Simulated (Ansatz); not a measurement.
System: Cu (slab).

The calculation's input:

```
crystal:
  lattice:
    - [7.6998589062, 0.0, 0.0]
    - [-3.8499294531, 6.6682734183, 0.0]
    - [0.0, 0.0, 18.2869084705]
  atoms:
    - { symbol: Cu, position: [0.0, 0.0, 0.0820258931] }
    - { symbol: Cu, position: [0.1111111111, 0.2222222222, 0.1966235114] }
    - { symbol: Cu, position: [0.2222222222, 0.1111111111, 0.3112211297] }
    - { symbol: Cu, position: [1.0, 0.3333333333, 0.0820258931] }
    - { symbol: Cu, position: [0.1111111111, 0.5555555556, 0.1966235114] }
    - { symbol: Cu, position: [0.2222222222, 0.4444444444, 0.3112211297] }
    - { symbol: Cu, position: [1.0, 0.6666666667, 0.0820258931] }
    - { symbol: Cu, position: [0.1111111111, 0.8888888889, 0.1966235114] }
    - { symbol: Cu, position: [0.2222222222, 0.7777777778, 0.3112211297] }
    - { symbol: Cu, position: [0.3333333333, 1.0, 0.0820258931] }
    - { symbol: Cu, position: [0.4444444444, 0.2222222222, 0.1966235114] }
    - { symbol: Cu, position: [0.5555555556, 0.1111111111, 0.3112211297] }
    - { symbol: Cu, position: [0.3333333333, 0.3333333333, 0.0820258931] }
    - { symbol: Cu, position: [0.4444444444, 0.5555555556, 0.1966235114] }
    - { symbol: Cu, position: [0.5555555556, 0.4444444444, 0.3112211297] }
    - { symbol: Cu, position: [0.3333333333, 0.6666666667, 0.0820258931] }
    - { symbol: Cu, position: [0.4444444444, 0.8888888889, 0.1966235114] }
    - { symbol: Cu, position: [0.5555555556, 0.7777777778, 0.3112211297] }
    - { symbol: Cu, position: [0.6666666667, 1.0, 0.0820258931] }
    - { symbol: Cu, position: [0.7777777778, 0.2222222222, 0.1966235114] }
    - { symbol: Cu, position: [0.8888888889, 0.1111111111, 0.3112211297] }
    - { symbol: Cu, position: [0.6666666667, 0.3333333333, 0.0820258931] }
    - { symbol: Cu, position: [0.7777777778, 0.5555555556, 0.1966235114] }
    - { symbol: Cu, position: [0.8888888889, 0.4444444444, 0.3112211297] }
    - { symbol: Cu, position: [0.6666666667, 0.6666666667, 0.0820258931] }
    - { symbol: Cu, position: [0.7777777778, 0.8888888889, 0.1966235114] }
    - { symbol: Cu, position: [0.8888888889, 0.7777777778, 0.3112211297] }
    - { symbol: Cu, position: [0.3333333333, 0.3333333333, 0.425818748] }
    - { symbol: Cu, position: [0.0, 0.0, 0.425818748] }
basis:
  ecutwfc: 420
kpoints:
  mp_grid: { grid: [6, 6, 1] }
hamiltonian:
  xc: pbe
scf:
  occupations: { method: gaussian, width: 0.1 }
output:
  forces: true
  eigenvalues: true
  populations: true
  write_density: true
  write_potential: true
  elf: true
  volumetric_format: npy
relax:
  adjacent_minimum: "off"
  f_tol: 0.02
  max_steps: 45
  constraints: [{ sites: [0, 3, 6, 9, 12, 15, 18, 21, 24] }]
efield:
  axis: 3
  dipole_correction: true
  ramp_width: 0.04
```

Launched as:

```sh
ansatz run input.yaml --threads 4 --pin off --max-ram 12288MiB --backend cpu --events-out ev --progress --plain --runs-dir out
```

The fields are those of the relaxed geometry.

Computed without spin polarisation.

Theory: DFT PBE, scalar-relativistic, plane waves, PAW (Ansatz).

What can the converged valence pseudo-density and electron localisation function tell about the bonding?

Answer. Cu–Cu (2.53 Å): the density is about 0.28 e/Å³ at the midpoint; the ELF is about 0.20 at the midpoint (no localised pair shows between them).
Cu–Cu (2.56 Å): the density is about 0.27 e/Å³ at the midpoint; the ELF is about 0.20 at the midpoint: no localised pair shows between them.

Does the calculation make it a metal, or give it a gap?

Answer. It is metallic or semimetallic at this level of theory: no gap opens.

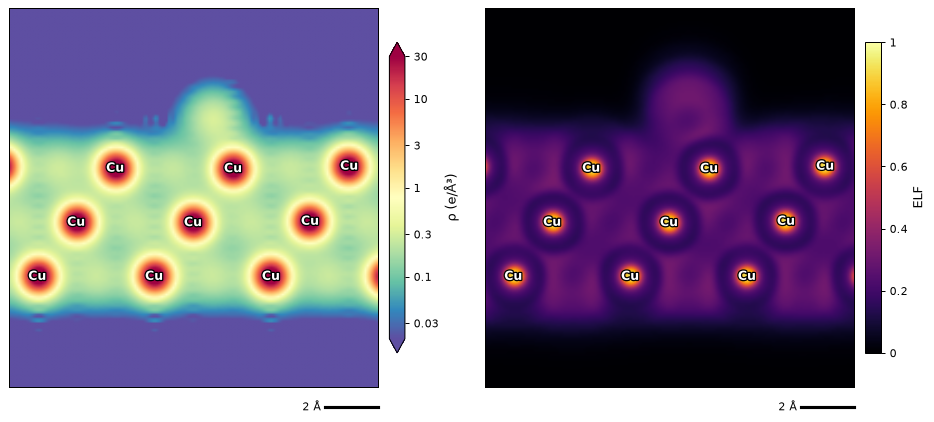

Computed valence pseudo-density and electron localisation function on the (110) plane of the calculation cell, a cut from vacuum to vacuum, in this order. 

Core electrons are frozen (PAW), and the valence fields are smoothed inside the atomic spheres.
